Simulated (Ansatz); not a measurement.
**Geometry relaxation of WSi₂ (part 2 of 2)**

Continued. System: WSi₂ (slab, 6 atoms in the cell). Method: DFT PBEsol, scalar-relativistic, plane waves, PAW, no spin polarisation (Ansatz 0.2.0); cutoff 420 eV, 9×9×1 k-mesh, Gaussian smearing of 0.1 eV. The structure derives from an entry of the Crystallography Open Database. The input holds or restrains some coordinates. Forces given for the steps count only the free coordinates. It belongs to a series of runs on one base structure; here: clean slab, lower half held.

Geometry of the input (Å; fractional positions):
```
3.2025  0.0000  0.0000
0.0000  3.2025  0.0000
0.0000  0.0000  23.4949
Si 0.0000  0.0000  0.3618
W  0.5000  0.5000  0.4168
Si 0.0000  0.0000  0.4719
Si 0.5000  0.5000  0.5281
W  0.0000  0.0000  0.5832
Si 0.5000  0.5000  0.6382
```

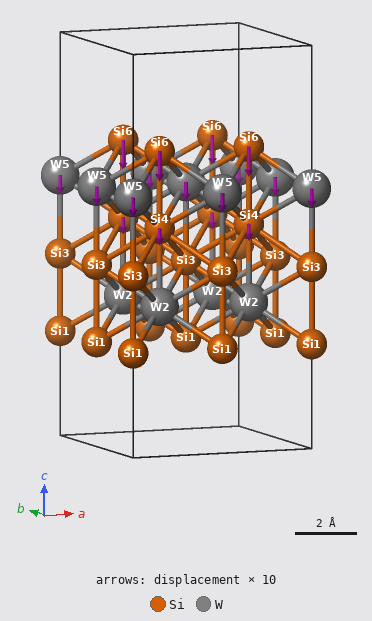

Fig. 1: The starting structure with the displacements as pink arrows, magnified 10 times (ball-and-stick view of the 2 × 2 repeat of the cell, with the vacuum cut short, seen slightly off an axis). After 3 geometry steps the energy has fallen by 4.4 meV per atom. Largest force component: 0.36 eV/Å at the start, 0.0041 eV/Å at the end. The atom that moves furthest is Si6 (0.10 Å). Largest moves by element: Si 0.10 Å, W 0.07 Å. The cell stays as it was. Among the contacts that change: Si3–W5 2.614 → 2.549 Å, W2–Si4 2.614 → 2.557 Å, Si4–Si6 2.587 → 2.543 Å, Si3–Si4 2.622 → 2.593 Å. (Atoms are counted from 1 in the order of the input.)

```
WARN: The input density's exchange-correlation potential varies sharply where the density is thin. Do not read a vacuum level from v_tot or v_xc, or from such a field of the output density. On a cell that repeats whose density bears no net charge and no dipole along the vacuum's axis use v_es (v_loc + v_h of the components); under efield.dipole_correction with no amplitude use v_es + v_field, which holds any external_charges[].barrier, or the levels of the report's work_function block, which leave it out; under a non-zero efield.amplitude the vacuum is tilted and has no level; on a cell that repeats and bears such a dipole with no correction it is tilted too, and efield.dipole_correction with no amplitude gives each side of its ramp a level where efield: is served; in a cell that repeats whose density bears a net charge (total_charge, or a fill off its count) it is curved and has none; of a slab under crystal.periodic whose density bears no net charge use v_es, which has a level on each side, short of where the two are joined; of another it falls or rises all the way out and has none; of a slab beside external_charges read slab_vacuum_level instead, which it has where they leave it neutral. The grid or the basis barely resolves most such structure, and the values can differ between equally converged runs; as a rule a tighter scf.convergence.dr2_threshold does not remove it. Where the density itself ripples (under the LDA too) a higher basis.ecutwfc lessens it. The files hold the spikes' plane waves up to the density's cutoff. Files: v_tot and the like, and their columns of v_z.tsv (output.write_potential); v_xc and the like, and their columns of v_comp_z.tsv (output.write_potential_components); where files of the output density stand in their place, no point of their own thin density is over the threshold below, and this is of outcome.potential() and, of a run that writes arrays (npy), the arrays of these names. Measured: with its Gaussian average of σ = 0.25 Å subtracted twice, the exchange-correlation potential is over 0.1 eV at 7 of the grid points where the equally averaged density (valence and model cores) is under 1e-3 e/Å³, and 0.150 eV at the most among them, at an averaged density of 1.2e-7 e/Å³. See output.write_potential in the manual, Limitations
SCF converged after 6 iterations
Free energy (F): -22998.261704 eV
Harris-Foulkes:  -22998.261704 eV  (|F-HF|=1.44e-9)
Internal energy: -22998.239256 eV  (E = F + TS)
E sigma→0 (E₀):  -22998.250480 eV
Entropy (-TS):   -0.022448 eV (-3.741 meV/atom)
Fermi energy:    2.504497 eV
Dipole field:    D = 0.002231 V/Å  (p = 0.002971 e·Å, saw-weighted, corrected)
Work function:   Φ+ = 4.5643 eV   Φ− = 4.6167 eV
Levels:          The Fermi level and band energies are counted from a zero that moves with the ramp; work functions are not
--- Per-component energies (eV) ---
  E_band       = -766.947916
  E_kinetic    = 1074.613121
  E_local      = -33435.630753  (includes V_loc(G=0)·N_el)
  E_nonlocal   = 110.366841
  E_hartree    = 16209.662861
  E_xc         = -753.834995
  E_vxc        = -670.606570  (∫ρ·V_xc dr)
  E_paw        = -18868.050205  (= ΣΔE_a)
  E_vpaw       = -265.009704  (= ΣTr[D̂ρ^β])
  E_aug_tail   = -0.000129  (compensation charges beyond the density's cutoff)
  E_efield     = 0.000003  (sawtooth field / dipole correction)
  E_vefield    = 0.003462  (∫n·V_field dr)
  E_ewald      = 12664.064173
  E_core_change = 0.569827  (= ΣΔE_core)
  E_smearing   = -0.022448  (= −TS)
  E_closure    = 0.000000  (closes the sum)
  Σ components = -22998.261704   (vs F -22998.261704, Δ=0.00e0)
--- Forces (eV/Å), atoms counted from 1 ---
  atom   1  Si     0.00000000     0.00000000     0.22894073
  atom   2  W      0.00000000    -0.00000000     0.00009831
  atom   3  Si    -0.00000000    -0.00000000    -0.22569175
  atom   4  Si    -0.00000000    -0.00000000    -0.00409584
  atom   5  W      0.00000000    -0.00000000     0.00065420
  atom   6  Si     0.00000000    -0.00000000     0.00013997
  max |Σ_I F_I| component: 4.56e-5 eV/Å
--- Band table (eV; the first three rows and the last of 15) ---
  k-point 0: bands = ["-71.0707", "-71.0580", "-35.3720", "-35.3579", "-35.3297", "-35.3297", "-35.3289", "-35.3289", "-10.8773", "-8.8365", "-6.9917", "-3.8838", "-2.6880", "-1.0637", "-0.7527", "0.2666", "0.2666", "0.5164", "1.9225", "1.9225", "3.0638", "3.3571", "3.4865", "3.5839", "3.5839", "3.8966", "5.2807", "5.2807"]
  k-point 1: bands = ["-71.0698", "-71.0571", "-35.3689", "-35.3569", "-35.3560", "-35.3547", "-35.3272", "-35.3264", "-10.6822", "-8.6162", "-6.8559", "-3.8653", "-2.5382", "-1.3799", "-0.7616", "-0.1095", "0.3591", "0.3937", "1.5887", "1.9638", "2.3906", "2.5889", "3.0715", "3.7047", "3.8159", "4.6796", "4.7897", "6.2704"]
  k-point 2: bands = ["-71.0675", "-71.0547", "-35.4246", "-35.4235", "-35.3604", "-35.3480", "-35.3207", "-35.3201", "-10.1134", "-7.9853", "-6.4694", "-4.0462", "-2.4532", "-2.1220", "-1.1124", "-0.4056", "0.2814", "0.5134", "0.9971", "1.3272", "1.5974", "2.3050", "3.0092", "3.2505", "4.1205", "4.4838", "5.7094", "6.3695"]
  k-point 14: bands = ["-71.0554", "-71.0426", "-35.5195", "-35.5188", "-35.5173", "-35.5165", "-35.3220", "-35.3123", "-6.8198", "-6.6014", "-4.5705", "-3.9901", "-3.0589", "-2.1214", "-1.4456", "-1.3573", "-1.3197", "-0.9946", "0.0971", "0.5396", "0.9124", "0.9482", "3.4787", "3.5990", "5.3855", "5.6042", "5.6633", "6.0482"]
--- Relaxed structure (4 steps of the walk, 4 accepted, 0 SCFs on fresh bases) ---
  F+E_penalty+E_count = -22998.26170400 eV   max|allowed force component| = 4.096e-3 eV/Å
  atoms:
    - { symbol: Si, position: [0.0, 0.0, 0.3617807923] }
    - { symbol: W, position: [0.49999999999999994, 0.49999999999999994, 0.41683582629999993] }
    - { symbol: Si, position: [0.0, 0.0, 0.47189086039999995] }
    - { symbol: Si, position: [0.49999999999999994, 0.49999999999999994, 0.5256715107132085] }
    - { symbol: W, position: [-3.955773628931805e-18, 8.419367023871723e-34, 0.5803889447865516] }
    - { symbol: Si, position: [0.49999999999999994, 0.49999999999999994, 0.6338901773341177] }
```

Trajectory as extended XYZ (Å, eV, eV/Å), 4 frames, from step=1 to step=4
```
6
Lattice="3.2025 0.0000 0.0000 0.0000 3.2025 0.0000 0.0000 0.0000 23.4949" Properties=species:S:1:pos:R:3:forces:R:3 step=1 energy=-22998.23551
Si    0.0000    0.0000    8.5000    0.0000   0.0000   0.2099
W     1.6013    1.6013    9.7935    0.0000   0.0000   0.3573
Si    0.0000    0.0000   11.0870    0.0000   0.0000   0.0987
Si    1.6013    1.6013   12.4079    0.0000   0.0000  -0.0987
W     0.0000    0.0000   13.7014    0.0000   0.0000  -0.3573
Si    1.6013    1.6013   14.9949    0.0000   0.0000  -0.2099
6
Lattice="3.2025 0.0000 0.0000 0.0000 3.2025 0.0000 0.0000 0.0000 23.4949" Properties=species:S:1:pos:R:3:forces:R:3 step=2 energy=-22998.25905
Si    0.0000    0.0000    8.5000    0.0000   0.0000   0.2377
W     1.6013    1.6013    9.7935    0.0000   0.0000  -0.0297
Si    0.0000    0.0000   11.0870    0.0000   0.0000  -0.2593
Si    1.6013    1.6013   12.3588    0.0000   0.0000  -0.1222
W     0.0000    0.0000   13.6233    0.0000   0.0000   0.2525
Si    1.6013    1.6013   14.9063    0.0000   0.0000  -0.0792
6
Lattice="3.2025 0.0000 0.0000 0.0000 3.2025 0.0000 0.0000 0.0000 23.4949" Properties=species:S:1:pos:R:3:forces:R:3 step=3 energy=-22998.26135
Si    0.0000    0.0000    8.5000    0.0000   0.0000   0.2320
W     1.6013    1.6013    9.7935    0.0000   0.0000   0.0002
Si    0.0000    0.0000   11.0870    0.0000   0.0000  -0.2255
Si    1.6013    1.6013   12.3548    0.0000   0.0000  -0.0367
W     0.0000    0.0000   13.6339    0.0000   0.0000   0.0724
Si    1.6013    1.6013   14.9021    0.0000   0.0000  -0.0426
6
Lattice="3.2025 0.0000 0.0000 0.0000 3.2025 0.0000 0.0000 0.0000 23.4949" Properties=species:S:1:pos:R:3:forces:R:3 step=4 energy=-22998.26170
Si    0.0000    0.0000    8.5000    0.0000   0.0000   0.2289
W     1.6013    1.6013    9.7935    0.0000   0.0000   0.0001
Si    0.0000    0.0000   11.0870    0.0000   0.0000  -0.2257
Si    1.6013    1.6013   12.3506    0.0000   0.0000  -0.0041
W     0.0000    0.0000   13.6362    0.0000   0.0000   0.0007
Si    1.6013    1.6013   14.8932    0.0000   0.0000   0.0001
```

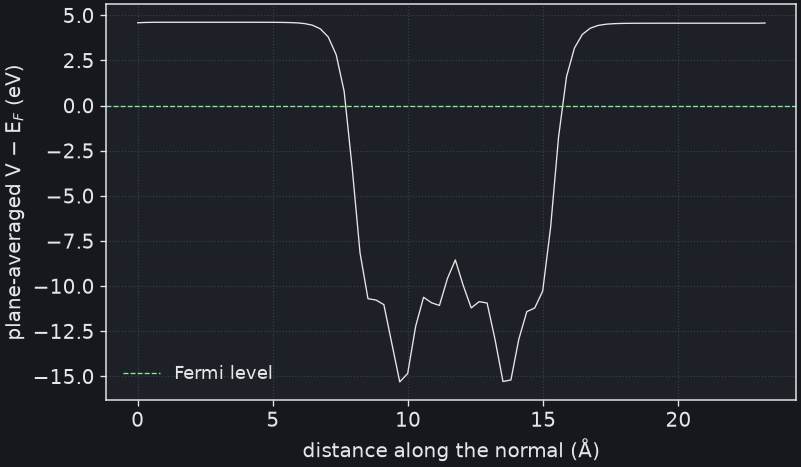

Fig. 2: Plane average of the electrostatic potential energy of an electron across the cell, from the Fermi level. The vacuum level lies 4.56 eV above the Fermi level on the upper side and 4.62 eV on the lower.

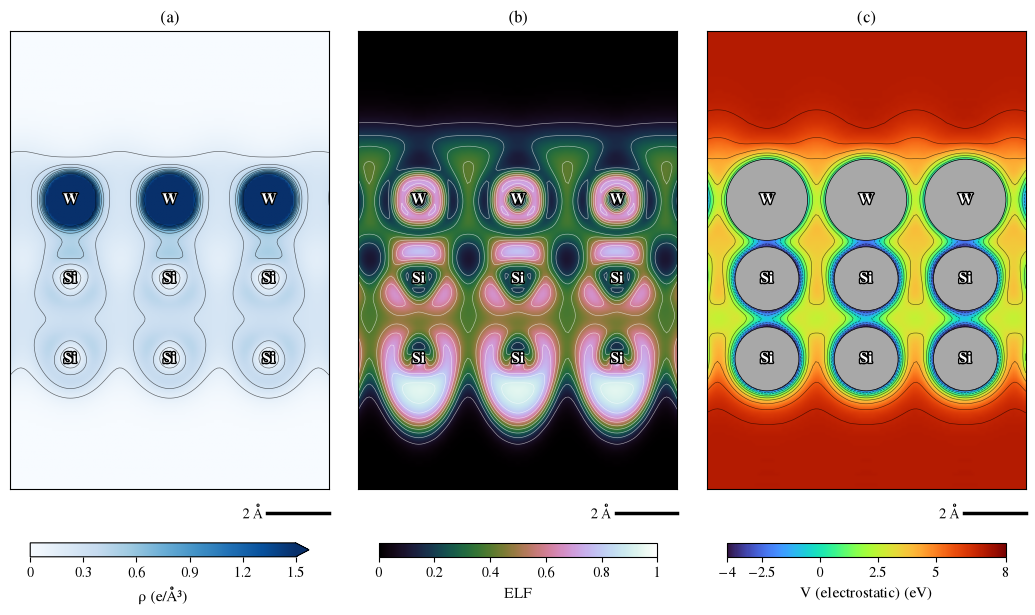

Fig. 3: (a) valence electron density; (b) ELF; (c) electrostatic potential energy of an electron on the (100) plane of the calculation cell, a cut from vacuum to vacuum. Grey discs, where drawn, cover atomic cores. The section cuts through Si and W sites. Si–W (2.55 Å): ρ at the midpoint is about 0.48 e/Å³; the ELF is about 0.45 at the midpoint. Si–Si (2.59 Å): ρ at the midpoint is about 0.33 e/Å³, a local maximum along the line; the ELF is about 0.45 at the midpoint. The density dies away to nearly zero in the vacuum. The strong features right at W lie inside the PAW spheres (semicore, d or f shells) and say nothing about bonding. In a PAW calculation such maps are meaningful between the atoms, not at the nuclei.

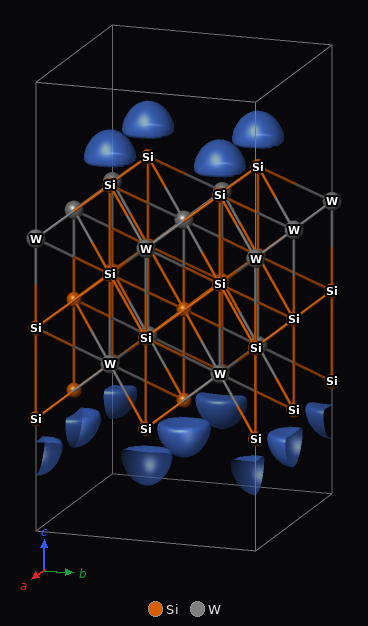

Fig. 4: Isosurface of the ELF at 0.85 (blue), seen slightly off an axis. Only the valence region is drawn (cores and ρ < 0.01 e/Å³ removed). Sticks mark near contacts. Along the contacts the grid gives the following. Si–Si (2.54 Å): the ELF is about 0.50 at the midpoint. Si–W (2.55 Å): the ELF is about 0.45 at the midpoint.

Key numbers

- outcome: converged under the restraints of the input
- electrons treated: 44
- free energy: −22998.2617 eV
- work function, top face: 4.56 eV
- work function, bottom face: 4.62 eV
- Fermi energy: 2.504 eV
- gap on the k-point mesh: none (metallic)
- final volume: 240.96 Å³
- work function (upper face): 4.56 eV
- largest force (length of the vector) at the end, held atoms and coordinates included: 0.229 eV/Å
- wall time: 20 s (CPU time 40 s)
- peak memory: 0.46 GiB

The program warns: the exchange-correlation potential is rough where the density is thin. Spin–orbit coupling is left out, which matters for W.
